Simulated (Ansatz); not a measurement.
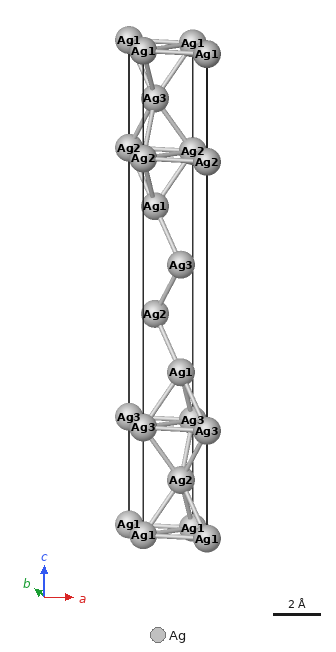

This is solid Ag (set up in R-3m). The picture is a ball-and-stick view of the conventional cell (3 times the calculation's cell), seen slightly off an axis. Lengths and directions refer to the drawn axes.

Method: Ansatz 0.2.0, DFT PBEsol, scalar-relativistic, plane waves, PAW. Settings: plane-wave cutoff 420 eV; k-point mesh 18 × 18 × 18; occupations gaussian; smearing width 0.1 eV; no spin polarisation.

Now this is done to it. Every silver atom is replaced by palladium, which gives Pd. Cell and atoms are relaxed again (to zero pressure within 0.1 GPa, forces under 0.01 eV/Å).

Question: What is the effect?

Answer: The volume per atom goes from 16.68 to 14.59 Å³. The drawn cell changes as follows: a = b 2.869 → 2.730 Å (−4.8 %), c 21.059 → 20.350 Å (−3.4 %); the volume changes by −12.5 %. The space group stays R-3m (No. 166).

Drawn alike, the variant:

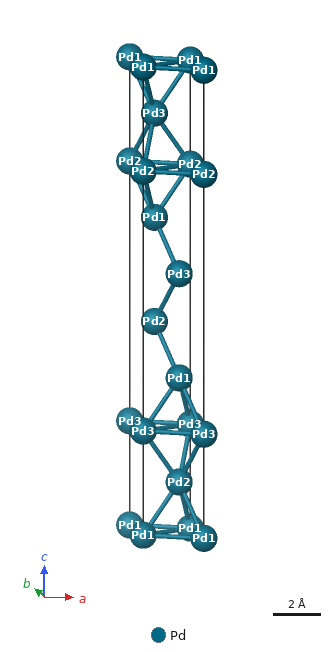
